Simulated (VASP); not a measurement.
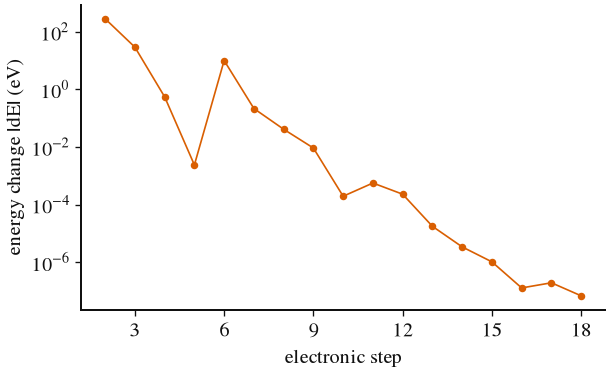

The plot shows the electronic steps of a calculation: energy change |dE|.

Program: VASP.

INCAR
```
ENCUT = 520.000000
SIGMA = 0.010000
EDIFF = 1.00e-07
ALGO = Normal
METAGGA = R2SCAN
PREC = Accurate
IBRION = -1
ISIF = 2
ISMEAR = 0
NBANDS = 26
NELM = 120
NSW = 0
LASPH = .TRUE.
LCHARG = .FALSE.
LWAVE = .FALSE.
LREAL = .FALSE.
```

KPOINTS
```
KPOINTS created by Atomic Simulation Environment
0
Gamma
12 12 6
0 0 0
```

POSCAR
```
Zn O
 1.0000000000000000
     3.0965303281941310    0.0000000000000000    0.0000000000000000
    -1.5482651640970655    2.6816739278050825    0.0000000000000000
     0.0000000000000000    0.0000000000000000    5.0293051975000003
 Zn  O
   2   2
Cartesian
  0.0000000000000000  0.0000000000000000  0.0000000000000000
  0.0000000000000000  0.0000000000000000  2.5146525987500001
  0.0000000000000000  1.7877826185367218  1.2573262993750001
  1.5482651640970657  0.8938913092683609  3.7719788981250000
```

Q: Was self-consistency reached?

A: Converged, in 18 steps. The energy change falls unevenly and jumps up by a factor of two or more twice on the way down, most sharply at step 6 (by about 4 orders of magnitude). The jump at step 6 comes where the charge density, held fixed for the first 5 steps, starts to be updated.
